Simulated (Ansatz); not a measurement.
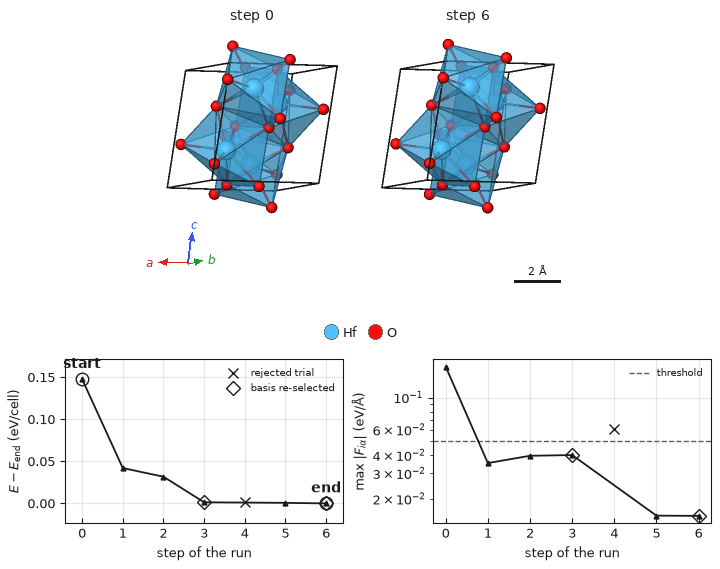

First and last geometry of a relaxation of crystalline HfO$_{2}$ (set up in P2_1/c) (coarse preliminary run), with the history of the run. Style: polyhedral. Shown: the cell of the calculation, from a free direction.

Theory: DFT PBE, scalar-relativistic, plane waves, PAW in Ansatz.

Input file:
```yaml
crystal:
  lattice:
    - [5.0941750112, 0.0, 0.0]
    - [0.0, 5.1506447, 0.0]
    - [-0.8761689838, 0.0, 5.2029534954]
  atoms:
    - { symbol: Hf, position: [0.27613578, 0.45806468, 0.70790733] }
    - { symbol: Hf, position: [0.72386422, 0.95806468, 0.79209267] }
    - { symbol: Hf, position: [0.72386422, 0.54193532, 0.29209267] }
    - { symbol: Hf, position: [0.27613578, 0.04193532, 0.20790733] }
    - { symbol: O, position: [0.44799782, 0.74252595, 0.97857799] }
    - { symbol: O, position: [0.55200218, 0.24252595, 0.52142201] }
    - { symbol: O, position: [0.55200218, 0.25747405, 0.02142201] }
    - { symbol: O, position: [0.44799782, 0.75747405, 0.47857799] }
    - { symbol: O, position: [0.06836078, 0.33075888, 0.34625278] }
    - { symbol: O, position: [0.93163922, 0.83075888, 0.15374722] }
    - { symbol: O, position: [0.93163922, 0.66924112, 0.65374722] }
    - { symbol: O, position: [0.06836078, 0.16924112, 0.84625278] }
basis:
  ecutwfc: 420
kpoints:
  mp_grid: { grid: [4, 4, 4] }
hamiltonian:
  xc: pbe
scf:
  occupations: { method: gaussian, width: 0.1 }
output:
  forces: true
  stress: true
  eigenvalues: true
relax:
  adjacent_minimum: "off"
  f_tol: 0.05
  max_steps: 80
  cell: { stress_tol: 0.5 }
```

Run as
```bash
ansatz run input.yaml --threads 8 --pin off --max-ram 16384MiB --backend cpu --events-out ev --progress --plain --runs-dir out
```

Read the history and describe the run.

Answer. It converged. The largest moves relative to the cell, 0.007 Å, are those of O5, O6, O7 and O8. O5 goes along [2 0 −3]. By element the largest moves are O 0.007 Å, Hf 0.004 Å. Cell: a 5.094 → 5.157 Å (+1.2 %), b 5.151 → 5.216 Å (+1.3 %), c 5.276 → 5.343 Å (+1.3 %). Volume +3.8 %. Among the contacts that change: Hf1–Hf3 3.444 → 3.494 Å, Hf1–Hf2 3.420 → 3.465 Å, Hf1–Hf3 (another image) 3.296 → 3.336 Å, Hf1–Hf4 3.399 → 3.438 Å. The space group stays P2_1/c (No. 14). After 3 accepted moves (6 points after the start) the energy has fallen by 0.148 eV per cell of the calculation. Largest force component: 0.16 eV/Å at the start, 0.015 eV/Å at the end. The pressure goes from 9.36 to 0.12 GPa. The line search rejected the trial step at point 4 of the run. At 2 points the geometry stayed and the basis and grid were re-selected for the new cell (energy shift of 30.4 meV per cell of the calculation at most each time).

| step | E − E(0), meV/atom | largest force component, eV/Å | pressure, GPa | volume, Å³/atom | note |
| --- | --- | --- | --- | --- | --- |
| 0 | 0.00 | 0.1633 | 9.36 | 11.376 |  |
| 1 | -8.82 | 0.0353 | -1.72 | 11.886 |  |
| 2 | -9.67 | 0.0396 | -0.15 | 11.802 |  |
| 3 | -12.21 | 0.0401 | 0.21 | 11.802 | same geometry, new basis |
| 4 | -12.14 | 0.0602 | 0.30 | 11.813 | rejected |
| 5 | -12.26 | 0.0153 | 0.12 | 11.811 |  |
| 6 | -12.32 | 0.0152 | 0.12 | 11.811 | same geometry, new basis |
